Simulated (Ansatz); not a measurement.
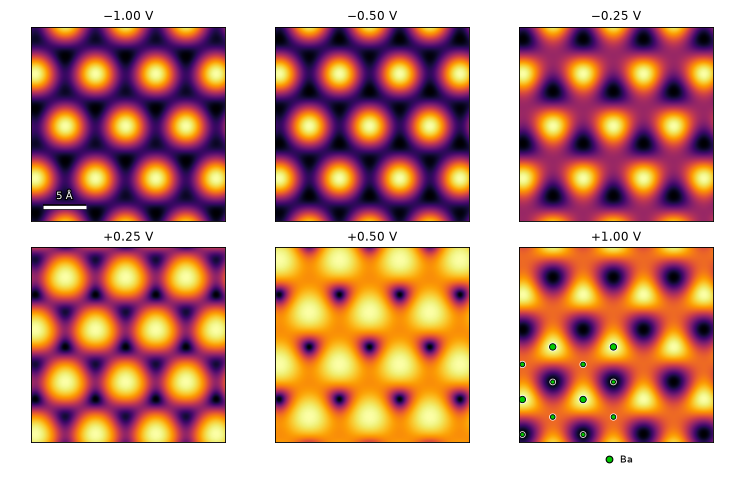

Constant-current images of Ba(111) (Im-3m bulk, 8 atomic planes (those closer than 0.6 Å count as one), 10 Å) at 6 sample biases, each on its own colour scale; the last has the atoms seen from above drawn over one corner (deeper ones smaller).

Tersoff–Hamann simulation (s-wave tip); biases are sample biases. Bias windows are sharp sums over the levels of the k mesh.

All numbers here come from Ansatz 0.2.0, DFT PBE, scalar-relativistic, plane waves, PAW. Cutoff 420 eV, 12 × 12 k-points, Gaussian smearing 0.1 eV, dipole correction. The slab is a cut without reconstruction beyond its cell, at the source's lattice constants, with its lower half held fixed and the rest relaxed. No spin polarisation. The run warns that the functional's potential is rough in the thin density of the vacuum, where the tip is; weak contrasts and barriers may feel it.

### How do the images change with bias?

```tsv
bias	set point (e/Å³)	corrugation	brightest over
−1.00 V	8.2 × 10⁻⁵	64 pm	top Ba atoms
−0.50 V	5.3 × 10⁻⁵	55 pm	top Ba atoms
−0.25 V	1.8 × 10⁻⁵	35 pm	top Ba atoms
+0.25 V	3.5 × 10⁻⁵	96 pm	sites above the Ba atoms 2.8 Å below the top plane
+0.50 V	1.3 × 10⁻⁴	1.3 Å	sites above the Ba atoms 1.7 Å below the top plane
+1.00 V	5.9 × 10⁻⁴	65 pm	top Ba atoms
```

The slab has states at the Fermi level, so this model gives a current down to small biases. Its work function (top face) is 2.34 eV.
